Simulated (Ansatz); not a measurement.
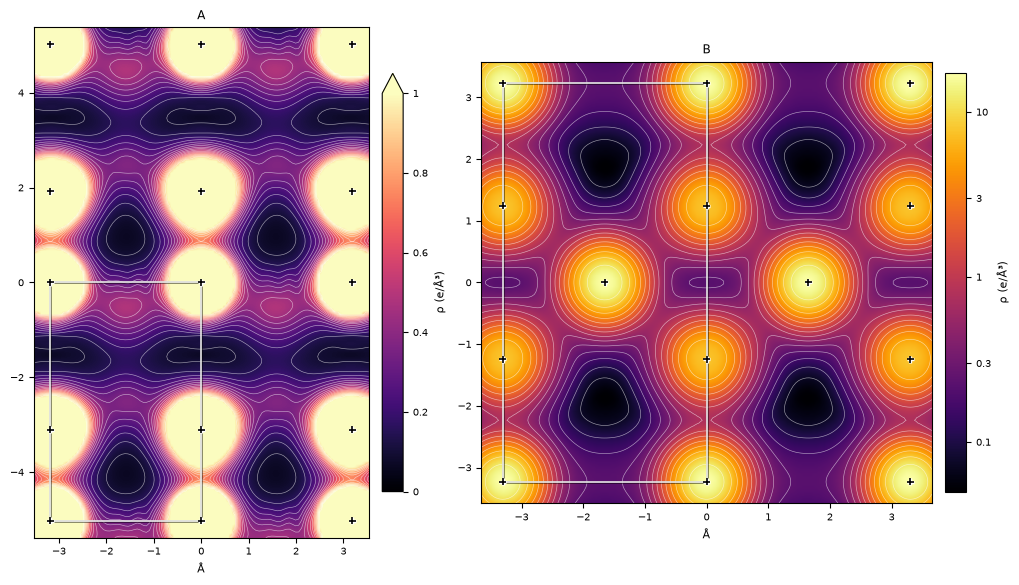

The valence pseudo-density of 2 systems, each on a plane through atoms (crosses mark nuclei in the plane).

Computed with DFT, r2SCAN, plane waves, PAW in Ansatz.

System 1: GaN, the (010) plane of the conventional cell. Space group P6₃mc; started from the wurtzite prototype, which need not be the ambient phase; changed on purpose from its base cell (uniaxial z strain -3.0%); computed pressure about 6 GPa in this cell.

System 2: SnO2, the (11̄0) plane of the conventional cell. Space group P4₂/mnm; started from the rutile prototype, which need not be the ambient phase; changed on purpose from its base cell (epitaxial xy strain -4.0%); computed pressure about 10 GPa in this cell.

```cif
data_structure
_symmetry_space_group_name_H-M 'P 1'
_symmetry_Int_Tables_number 1
_cell_length_a 4.5702
_cell_length_b 4.5702
_cell_length_c 3.3040
_cell_angle_alpha 90.000
_cell_angle_beta 90.000
_cell_angle_gamma 90.000
_cell_volume 69.01
loop_
_atom_site_label
_atom_site_type_symbol
_atom_site_fract_x
_atom_site_fract_y
_atom_site_fract_z
_atom_site_occupancy
Sn1 Sn 0.00000 0.00000 0.00000 1
Sn2 Sn 0.50000 0.50000 0.50000 1
O1 O 0.30728 0.30728 0.00000 1
O2 O 0.19272 0.80728 0.50000 1
O3 O 0.80728 0.19272 0.50000 1
O4 O 0.69272 0.69272 0.00000 1
```

Question: Match each panel to its system.

Answer: Panel A is system 1, GaN: the plane holds Ga and N. Ga–N (1.92 Å): ρ is about 0.79 e/Å³ halfway. Panel B is system 2, SnO2: the plane holds Sn and O. Sn–O (1.99 Å): ρ is about 0.77 e/Å³ halfway.
